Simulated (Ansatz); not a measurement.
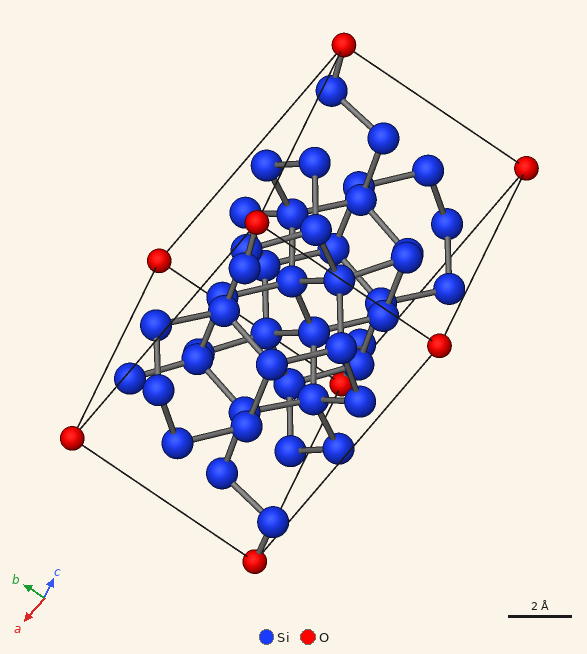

Crystal structure, ball-and-stick style, seen from a general direction. Atoms at the boundary of the simulation cell (the box) are drawn once for each face, edge or corner they touch.

Si32O, a = 9.22 Å, b = 9.22 Å, c = 9.99 Å, α = 116.09°, β = 116.09°, γ = 92.69°.

Theory: DFT PBE, scalar-relativistic, plane waves, PAW in Ansatz 0.2.0. Numerical settings: a basis cut at 420 eV, the zone sampled with 2×2×2 points, Gaussian smearing of 0.02 eV, no spin polarisation.

**Predict the gap.**

A semiconductor at this level, with a gap of 0.90 eV on the k-mesh (the true edges may lie between mesh points, so the gap can be somewhat smaller).

The model was built from a structure listed in the Materials Project, repeated into a supercell with a point defect put in. The cell was then strained or its atoms displaced on purpose. The atoms were relaxed in a fixed cell with DFT PBE, scalar-relativistic, plane waves, PAW (Ansatz 0.2.0).
